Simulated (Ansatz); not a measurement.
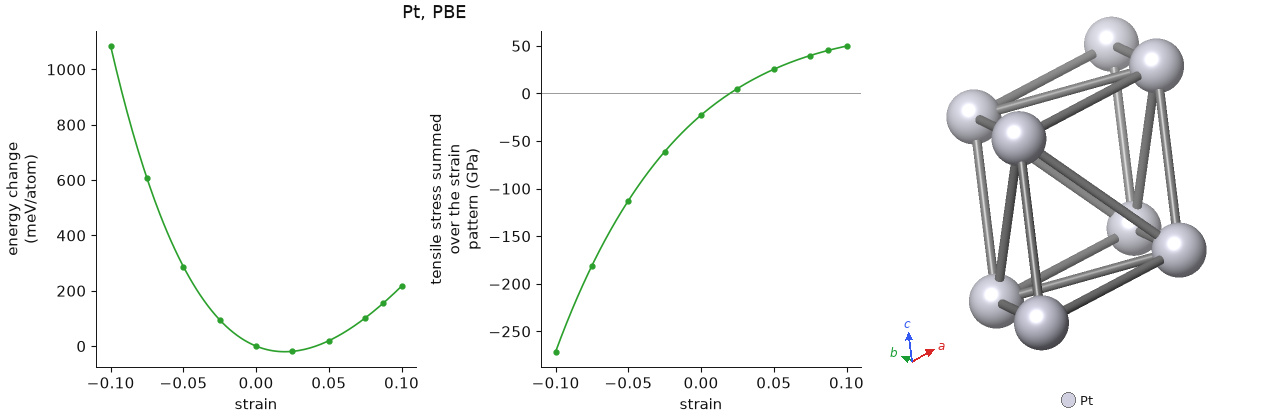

The picture above shows the energy change and tensile stress summed over the strain pattern against strain for Pt, space group Fm-3m (No. 225). The cell is drawn beside the plot.

Starting cell:
```yaml
crystal:
  lattice:
    - [0.00000, 1.95790, 1.95790]
    - [1.95790, 0.00000, 1.95790]
    - [1.95790, 1.95790, 0.00000]
  atoms:
    - { symbol: Pt, position: [0.00000, 0.00000, 0.00000] }
```

Calculation (Ansatz 0.2.0): homogeneous strain of a crystal along one Voigt pattern with engineering shear, fractional coordinates fixed, by plane-wave density functional theory with PAW datasets, free energies less that of the undisturbed cell; scalar-relativistic. Level: PBE, no spin polarisation.

```tsv
setting	value
wave cutoff	420 eV
k mesh	20×20×20
occupations	Fermi–Dirac
smearing width	0.02 eV
k shift	(0, 0, 0) (mesh steps)
start	as given
strain pattern	(1, 1, 0, 0, 0, 0) (xx yy zz yz xz xy with engineering shear)
```

Is the given structure stable along this path?

Answer. No: the energy falls towards positive values, so the start isn't a stationary minimum along this path.

Where does the curve of the energy change have its lowest point?

Answer. The lowest computed point is at strain 0.0250 (−19 meV/atom).

How does the tensile stress summed over the strain pattern vary with strain?

Answer. It rises from −271 GPa at strain −0.1000 to 50 GPa at 0.1000, and changes sign near 0.020.

What does the calculation give for the slope of tensile stress?

Answer. 1300 GPa.

What does the calculation give for the second derivative of tensile stress?

Answer. −17600 GPa.

Keep in mind: narrow smearing for a metal; reference crystal is not relaxed.
